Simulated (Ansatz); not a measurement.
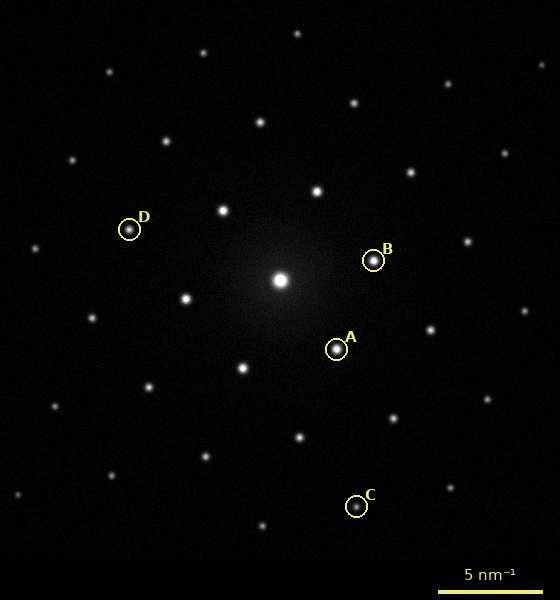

Computed electron diffraction pattern, 200 kV, single scattering only, B = 0.5 Å². The zone axis points towards the electron source and the pattern is seen from the source side.

Pd, space group I4/mmm (No. 139), a = 3.27 Å, c = 2.89 Å. Structure: coordinates from a relaxation with Ansatz 0.2.0, DFT PBE, scalar-relativistic, plane waves, PAW; the starting structure was generated, so it need not be a known form of this composition.

```cif
data_structure
_symmetry_space_group_name_H-M 'I4/mmm'
_symmetry_Int_Tables_number 139
_cell_length_a 3.2728
_cell_length_b 3.2728
_cell_length_c 2.8855
_cell_angle_alpha 90.000
_cell_angle_beta 90.000
_cell_angle_gamma 90.000
_cell_volume 30.91
loop_
_atom_site_label
_atom_site_type_symbol
_atom_site_symmetry_multiplicity
_atom_site_Wyckoff_symbol
_atom_site_fract_x
_atom_site_fract_y
_atom_site_fract_z
_atom_site_occupancy
Pd1 Pd 2 a 0.00000 0.00000 0.00000 1
```

Spot A is indexed -1 1 0 and spot B -1 0 1.

### What are the indices of the remaining marked spots?

C = 3A − B = -2 3 -1 (d = 0.866 Å). D = −A − B = 2 -1 -1 (d = 1.305 Å).

### Give [uvw].

The cross product of A and B is parallel to [111]; every spot obeys hu + kv + lw = 0.
